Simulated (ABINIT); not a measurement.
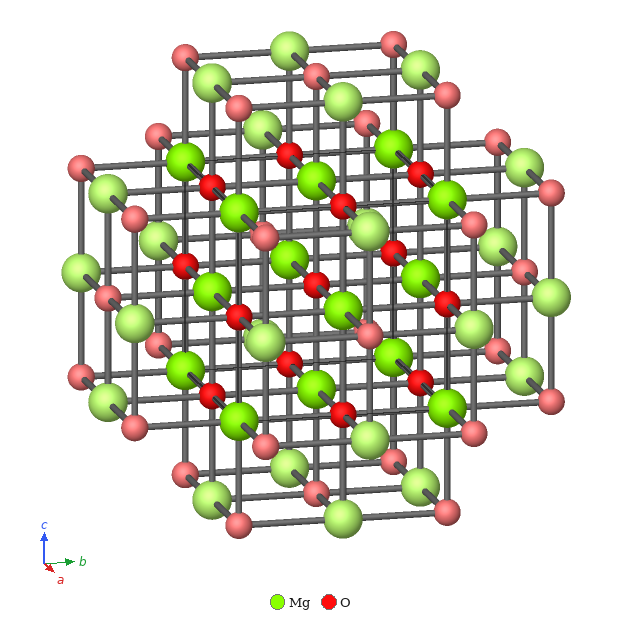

MgO, rock salt (NaCl type), space group Fm-3m (No. 225), a = 4.194 Å, b = 4.194 Å, c = 4.194 Å, α = 90.00°, β = 90.00°, γ = 90.00°. View slightly off an axis, drawn as a ball-and-stick model. The parallelepiped is the conventional unit cell. The first bonded neighbours in the surrounding cells are also shown, in fainter colours. This one geometry was run with nine functionals. The cell is a structure listed in the Materials Project.

Alike in all runs: ABINIT 10.8.3 (patched build); potentials JTH PAW PBE v2.0; cutoff 762 eV; k mesh 11 × 11 × 11 on the run's cell of 2 atoms; occupations fermi-dirac, width 0.05 eV; no spin polarisation; no spin-orbit coupling.

| level | pressure (GPa) | gap (eV) |
| --- | --- | --- |
| revPBE | 10.1 | 4.95 |
| RPBE | 11.1 | 4.97 |
| PBE | 6.6 | 4.86 |
| PW91 | 5.9 | 4.90 |
| AM05 | ? | ? |
| PBEsol | 2.2 | 4.76 |
| BLYP | 9.5 | 5.13 |
| r2SCAN | 1.7 | 5.77 |
| LDA | -3.4 | 4.78 |

What does AM05 give?

Answer. Pressure 2.9 GPa; gap 4.84 eV. That is between PBEsol and PW91 in pressure.

Order the levels by the equilibrium volume that these pressures point to, smallest first.

Answer. LDA (-3.4 GPa), r2SCAN (1.7 GPa), PBEsol (2.2 GPa), AM05 (2.9 GPa), PW91 (5.9 GPa), PBE (6.6 GPa), BLYP (9.5 GPa), revPBE (10.1 GPa), RPBE (11.1 GPa). A higher pressure at one volume points to a larger equilibrium volume, as long as the bulk moduli are alike; rows a few tenths of a GPa apart can't be told apart.

Gaps are the least found on the k-mesh or band path.

Notes on single rows: r2SCAN: totals of a meta-GGA on PAW files have another zero than those of a GGA.

Caveat: rows whose functional differs from that of their potentials carry a shift in pressure and volume, which can reorder them; semilocal functionals give gaps below the measured ones.
